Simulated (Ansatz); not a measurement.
# Run report: MoSi₂, field-gradient calculation

System: MoSi₂ (I4/mmm, 3 atoms in the cell).
Method: DFT, PBE, PAW with Ansatz's default frozen-core files, scalar-relativistic, no spin polarisation (Ansatz 0.2.0).

The structure derives from an entry of the Crystallography Open Database. Its volume is 0.98 times that of the source entry. It belongs to a series of runs on one base structure; here: volume scaled by 0.98, PAW files. Figures and captions count atoms from 1; the log counts them from 0 in places.

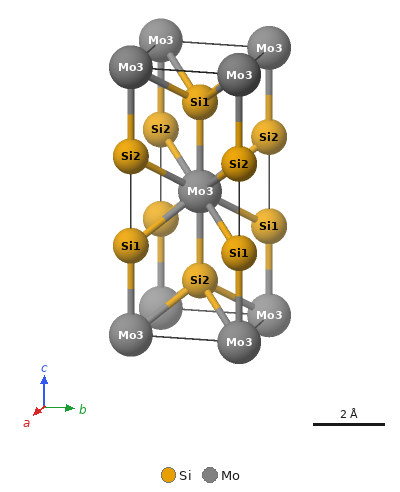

The input geometry (ball-and-stick view of the cell 2 times as large as that of the calculation, set on its symmetry axes, seen slightly off an axis; atoms are numbered from 1 in the order of the input).

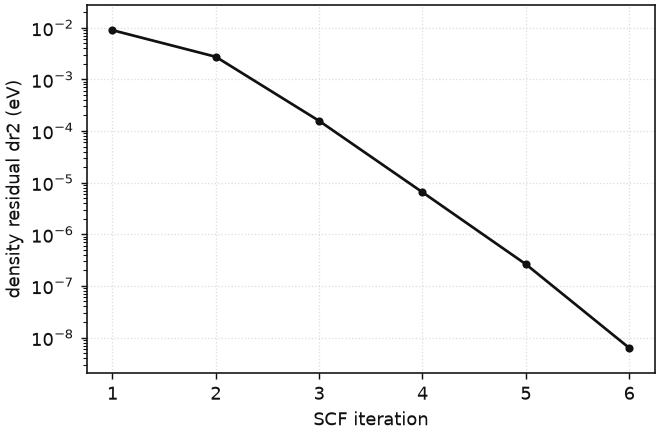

Convergence of the self-consistent field: density residual dr2 against the SCF iteration. The residual falls at every step.

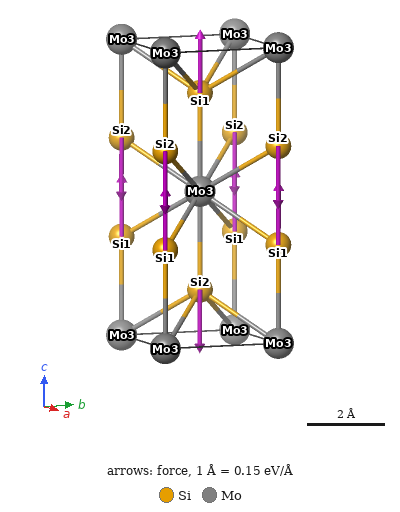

Forces on the atoms as pink arrows (ball-and-stick view of the cell 2 times as large as that of the calculation, set on its symmetry axes, seen slightly off an axis; atoms are numbered from 1 in the order of the input). The largest act on Si1, Si2 (0.25 eV/Å). The geometry is not a stationary point of this energy.

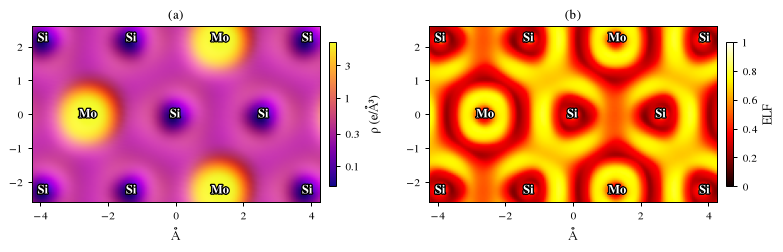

(a) valence charge density (pseudo); (b) electron localisation function on the (11̄0) plane of the conventional cell. Si–Mo (2.60 Å): ρ is about 0.41 e/Å³ halfway; the ELF is about 0.40 at the midpoint. Away from the nuclei the density in this plane falls to 0.31 e/Å³ at its lowest. The strong features right at Mo lie inside the PAW spheres (semicore, d or f shells) and say nothing about bonding. The fields are those of the smooth PAW valence density.

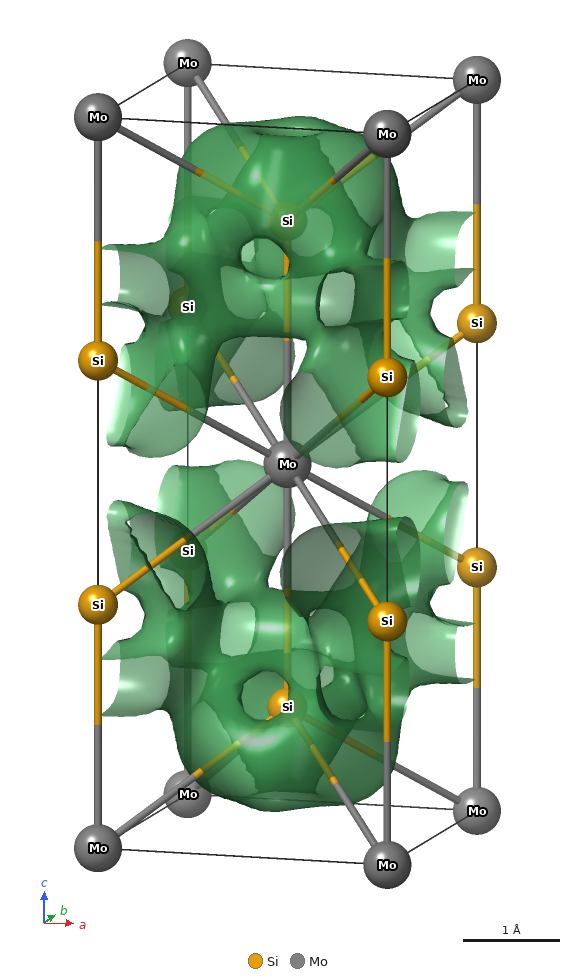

Isosurface of the ELF at 0.55 (green), seen slightly off an axis. Only the valence region is drawn (cores and ρ < 0.01 e/Å³ removed). Sticks mark near contacts. The outline is the cell set on symmetry axes. The ELF exceeds this value in sheets that run through the cell in two directions, counted in one cell of 6 atoms. Along the contacts the grid gives the following. Si–Mo (2.60 Å): the ELF is about 0.40 at the midpoint.

The input and output of the run follow.

**Input**
```yaml
crystal:
  lattice:
    - [-1.5892614214, 1.5892614214, 3.9041200105]
    - [1.5892614214, -1.5892614214, 3.9041200105]
    - [1.5892614214, 1.5892614214, -3.9041200105]
  atoms:
    - { symbol: Si, position: [0.333, 0.333, 0.0] }
    - { symbol: Si, position: [0.667, 0.667, 0.0] }
    - { symbol: Mo, position: [0.0, 0.0, 0.0] }
kpoints:
  mp_grid: { grid: [12, 12, 16] }
scf:
  occupations: { method: fermi_dirac, width: 0.03 }
hamiltonian:
  xc: pbe
  pseudopotentials: { kind: paw }
output:
  forces: true
  stress: true
  eigenvalues: true
  efg: { contact_densities: true }
  write_density: true
  write_potential: true
  elf: true
  volumetric_format: npy
```

Run as:
```bash
ansatz run input.yaml --threads 1 --pin off --max-ram 6144MiB --backend cpu --events-out ev --progress --plain --runs-dir out
```

**What the program printed**
```
Warning: crystal.symmetry: narrowed to the stabiliser of the k-point mesh — unitary ops 16 → 4; excluded 12 operations that carry a point of the 12×12×16 mesh (shift [0, 0, 0]) off the mesh (the run samples exactly the mesh kpoints.mp_grid names, as under crystal.symmetry.detect: false, and its converged state has the mesh's symmetry, not the crystal's; ε∞, the Born charges and the force constants of a linear response (`dielectric:` by the response, `phonons.method: dfpt`) are averaged over those of the crystal's operations that the state keeps within a tolerance, where `mesh_tensors`, `unaveraged_element` or `gamma_mean_max_change_ev_ang2` stands beside them; a row that `dielectric.field_direction` solves alone is averaged likewise, with nothing beside; a Γ-centred mesh of equal divisions is mapped onto itself by every operation and keeps the whole group, as does a half-shifted one under kpoints.further_shifts: images)
Mo: output.efg is read without spin–orbit coupling, which moves field gradients at and beside such atoms by some per cent and up to a factor of two; PAW files take it under magnetization.noncollinear and magnetization.spin_orbit
Engine: ansatz 0.2.0, aarch64-unknown-linux-gnu
Pseudopotentials: kind: paw
Pseudopotential: Si, paw, valence charge 4, recommended cutoff 420 eV (normal), Si.paw.azcp
Pseudopotential: Mo, paw, valence charge 14, recommended cutoff 420 eV (normal), Mo.paw.azcp
Functional definition: PBE
  parameter kappa = 0.804
  parameter beta = 0.06672455060314922
  exchange = pbe_x(kappa = kappa, mu = beta*pi^2/3)
  correlation = pbe_c(beta = beta)
Crystal: 3 atoms, lattice volume = 39.443 Å³
Basis set: ecut = 420 eV, 769 PW (Γ), exchange–correlation on 64×64×64 points (8 copies of the dense FFT grid, shifted against one another)
Bands: 15, of which v1, the nominal top of the filled ones, is band 11 counted from 1 (10 counted from 0)
Symmetry: 4 space group operations
k-points: 632 of 2304
Non-local potential: Si, projectors of the file, l = 0: 2, l = 1: 2, l = 2: 2
Non-local potential: Mo, projectors of the file, l = 0: 3, l = 1: 2, l = 2: 2, l = 3: 1
PAW form: soft (Blöchl's): semilocal exchange-correlation on the pseudo side does not see the compensation charge
PAW one-centre angular grid: Si, 110 points (default); XC on 64 Gauss nodes
PAW one-centre angular grid: Mo, 590 points (default); XC on 64 Gauss nodes
Initial density: superposition of atomic densities (neutral atoms: chi_scale 0, normalization atom), corrected by the library's trained network
Initial wavefunctions: pseudopotential atomic-orbital guess
Functional: x = pbe(κ = 0.804, μ = 0.2195149727645171), c = pbe(β = 0.06672455060314922)
SCF iter   1: F=—  HF=-6229.096811 eV  |F-HF|=—  |Δ(HF+E_count)|=         —  Δρ=4.85e-3  dr2=8.97e-3  ethr=1.77e-3  ⟨swp⟩=5.9  Hψ=55688  notcnv=0
preconditioner: auto → Kerker (q_TF=auto, 2.475 Å⁻¹)  [metal: Δε(μ)=0.009 eV  Ē_g=7.858 eV  σ=0.030 eV  W_gap=0.08  n_scr=10 (ndim 8)  ℏωp=22.1 eV  f_vac=0.000  D(μ)=0.24/eV (n_scr^D=0)]
SCF iter   2: F=—  HF=-6229.095501 eV  |F-HF|=—  |Δ(HF+E_count)|=   1.31e-3  Δρ=2.63e-3  dr2=2.74e-3  ethr=4.08e-5  ⟨swp⟩=1.3  Hψ=14825  notcnv=0
SCF iter   3: F=—  HF=-6229.094895 eV  |F-HF|=—  |Δ(HF+E_count)|=   6.06e-4  Δρ=4.57e-4  dr2=1.57e-4  ethr=1.24e-5  ⟨swp⟩=2.7  Hψ=15766  notcnv=0
SCF iter   4: F=—  HF=-6229.094862 eV  |F-HF|=—  |Δ(HF+E_count)|=   3.36e-5  Δρ=1.49e-4  dr2=6.51e-6  ethr=7.14e-7  ⟨swp⟩=2.3  Hψ=12636  notcnv=0
SCF iter   5: F=—  HF=-6229.094864 eV  |F-HF|=—  |Δ(HF+E_count)|=   2.13e-6  Δρ=2.58e-5  dr2=2.63e-7  ethr=2.96e-8  ⟨swp⟩=2.1  Hψ=13393  notcnv=0
SCF iter   6: F=-6229.094864 eV  HF=-6229.094864 eV  |F-HF|=2.46e-9  |Δ(HF+E_count)|=   1.63e-8  Δρ=4.34e-6  dr2=6.30e-9  ethr=4.55e-10  ⟨swp⟩=8.5  Hψ=60439  notcnv=0
SCF 1 converged in 6 iterations: F = -6229.094864 eV  dr2 = 6.30e-9
  greatest PAW one-centre occupation: 0.998 electrons in one spin orbital (limit 2), on the Mo atom at site 2 (counted from 0), in its partial waves of l = 0
SCF converged after 6 iterations
Free energy (F): -6229.094864 eV
Harris-Foulkes:  -6229.094864 eV  (|F-HF|=2.46e-9)
Internal energy: -6229.094168 eV  (E = F + TS)
E sigma→0 (E₀):  -6229.094516 eV
Entropy (-TS):   -0.000695 eV (-0.232 meV/atom)
Fermi energy:    16.392015 eV
--- Per-component energies (eV) ---
  E_band       = -39.092360
  E_kinetic    = 533.189770
  E_local      = -1133.758305  (includes V_loc(G=0)·N_el)
  E_nonlocal   = 192.986773
  E_hartree    = 423.718686
  E_xc         = -299.207361
  E_vxc        = -329.799309  (∫ρ·V_xc dr)
  E_paw        = -4226.963982  (= ΣΔE_a)
  E_vpaw       = -149.146448  (= ΣTr[D̂ρ^β])
  E_aug_tail   = 0.000033  (compensation charges beyond the density's cutoff)
  E_ewald      = -1719.059780
  E_smearing   = -0.000695  (= −TS)
  E_closure    = 0.000000  (closes the sum)
  Σ components = -6229.094864   (vs F -6229.094864, Δ=0.00e0)
--- Forces (eV/Å), atoms counted from 1 ---
  atom   1  Si     0.00074721     0.00074721     0.25175365
  atom   2  Si    -0.00074721    -0.00074721    -0.25175365
  atom   3  Mo     0.00000000     0.00000000     0.00000000
  max |Σ_I F_I| component: 5.92e-31 eV/Å
--- Stress (GPa, compression-positive) ---
        7.044744       0.015774      -0.006342
        0.015774       7.044744      -0.006342
       -0.006342      -0.006342       6.407466
  P = ⅓ Tr σ = 6.8323 GPa (68.323 kbar)
--- PAW observables at the nuclei: V_zz in 10²¹ V/m², potentials from the cell's mean, atoms counted from 1 ---
  atom   1  Si V_zz =    -1.221265   η = 0.0055   by run symmetry: allowed
            electrostatic potential = -1368.650625 V   contact ρ = 12810.414175 e/Å³
  atom   2  Si V_zz =    -1.221265   η = 0.0055   by run symmetry: allowed
            electrostatic potential = -1368.650625 V   contact ρ = 12810.414175 e/Å³
  atom   3  Mo V_zz =    -6.072326   η = 0.0107   by run symmetry: allowed
            electrostatic potential = -6358.419140 V   contact ρ = 595249.110972 e/Å³
--- Band table (eV; the first three rows and the last of 632) ---
  k-point 0: bands = ["-44.3439", "-18.5217", "-18.4094", "-18.4084", "2.7478", "9.8992", "12.9276", "13.2525", "13.6503", "13.6508", "16.7866", "19.4037", "19.5719", "20.0629", "20.0633"]
  k-point 1: bands = ["-44.3424", "-18.5196", "-18.4189", "-18.4183", "2.8710", "10.0106", "12.4522", "13.2903", "13.3274", "14.1602", "16.3262", "19.1884", "19.6701", "19.8751", "20.1195"]
  k-point 2: bands = ["-44.3381", "-18.5137", "-18.4480", "-18.4436", "3.2337", "10.3147", "11.8538", "12.5867", "13.4078", "14.7544", "15.2755", "18.7416", "19.8054", "20.0213", "20.2420"]
  k-point 631: bands = ["-44.3433", "-18.5486", "-18.4112", "-18.4102", "4.6098", "6.2520", "12.7548", "14.0226", "15.7610", "15.7617", "15.8420", "15.8423", "16.9271", "21.0705", "21.7658"]
```

**File rho_z.tsv**
```
# z_ang	rho[e/angstrom^3]
# format = ansatz-planar-average/11
# lattice	-1.589261421	1.589261421	3.904120010
# lattice	1.589261421	-1.589261421	3.904120010
# lattice	1.589261421	1.589261421	-3.904120010
# sites	3
# site	14	0.000000000	0.000000000	2.600143927
# site	14	0.000000000	0.000000000	5.208096094
# site	42	0.000000000	0.000000000	0.000000000
0.000000	8.699048e-1
0.140777	8.638529e-1
0.281553	8.456218e-1
0.422330	8.151555e-1
0.563106	7.728743e-1
0.703883	7.202178e-1
0.844659	6.599238e-1
0.985436	5.957933e-1
1.126212	5.320352e-1
1.266989	4.725461e-1
1.407765	4.203853e-1
1.548542	3.774638e-1
1.689318	3.444108e-1
1.830095	3.207013e-1
1.970871	3.051167e-1
2.111648	2.963645e-1
2.252424	2.935498e-1
2.393201	2.963645e-1
2.533977	3.051167e-1
2.674754	3.207013e-1
2.815530	3.444108e-1
2.956307	3.774638e-1
3.097083	4.203853e-1
3.237860	4.725461e-1
3.378636	5.320352e-1
3.519413	5.957933e-1
3.660189	6.599238e-1
3.800966	7.202178e-1
3.941742	7.728743e-1
4.082519	8.151555e-1
4.223295	8.456218e-1
4.364072	8.638529e-1
```

**Results in brief**

- outcome: converged
- space group (tolerance 0.01 Å): I4/mmm (139)
- electrons treated: 22
- free energy: −6229.0949 eV
- Fermi energy: 16.392 eV
- pressure: 6.83 GPa
- field gradient V_zz (10²¹ V/m²): Si −1.22, Si −1.22, Mo −6.07
- largest force (length of the vector): 0.252 eV/Å
- hardware: 1 thread of Arm Neoverse V1, 24 GiB of memory available, shared host
- wall time: 34 s
- peak memory: 0.61 GiB

**Remarks**

Warnings of the run: the field gradients leave out spin–orbit coupling; the k-point mesh lowers the symmetry that the run can use. The cell is under a pressure of 6.8 GPa at this level, so it is not at its equilibrium volume.
